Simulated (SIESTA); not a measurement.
System: SiO₂, space group I4/mmm (No. 139), 12 atoms in the primitive cell.

Space group I4/mmm (No. 139). a = 8.944 Å, b = 8.944 Å, c = 5.224 Å, α = 90.00°, β = 90.00°, γ = 90.00°
| atom | site | symmetry | x | y | z |
| --- | --- | --- | --- | --- | --- |
| Si | 8h | m.2m | 0.8231 | 0.8231 | 0.0000 |
| O | 8i | m2m. | 0.2915 | 0.5000 | 0.5000 |
| O | 8f | ..2/m | 0.7500 | 0.7500 | 0.2500 |

SIESTA 5.4.2; PBEsol, PseudoDojo 0.4 standard (PBEsol files), DZP (energy shift 0.003 Ry) basis, no spin polarisation, no spin-orbit coupling, 6×6×6 k mesh.

Predict the main features of the band structure. The path is Γ–X–M–Γ–Z–P–N–Z1–M|X–P.

The material is gapped. The gap along this path is 6.64 eV and direct: both edges lie at Γ. The top valence level at Γ is a single band, not degenerate (spin aside). The next level lies only 0.01 eV lower. The top valence band spans 0.4 eV and the lowest conduction band 1.8 eV. The direct gaps are 6.64 eV at Γ, 8.19 eV at N and 8.14 eV at P.

The basis of atomic orbitals isn't converged, which shifts gaps and empty levels. LDA, GGA and most meta-GGA functionals understate gaps. The cell is at 5 GPa in this functional. The usual form of SiO2 is α-quartz. In reduced coordinates of the cell that was run, X is (0, 0, 0.5), M is (−0.5, 0.5, 0.5), Z is (0.335, 0.335, −0.335), P is (0.25, 0.25, 0.25), N is (0, 0.5, 0) and Z1 is (−0.335, 0.665, 0.335).

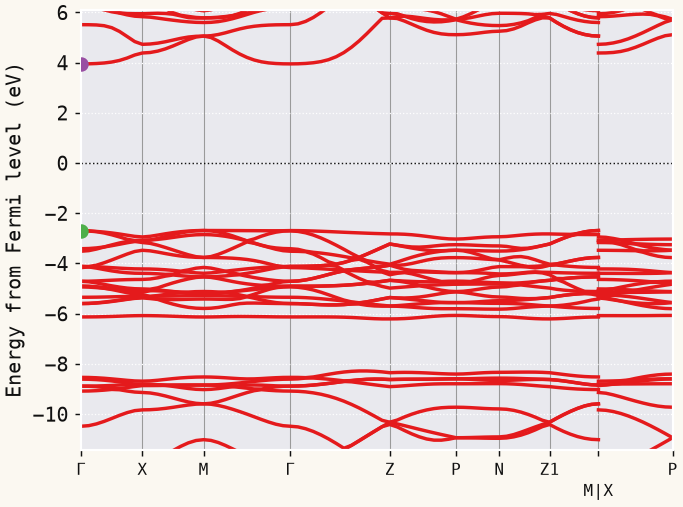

Band structure. Energies are counted from the Fermi level.
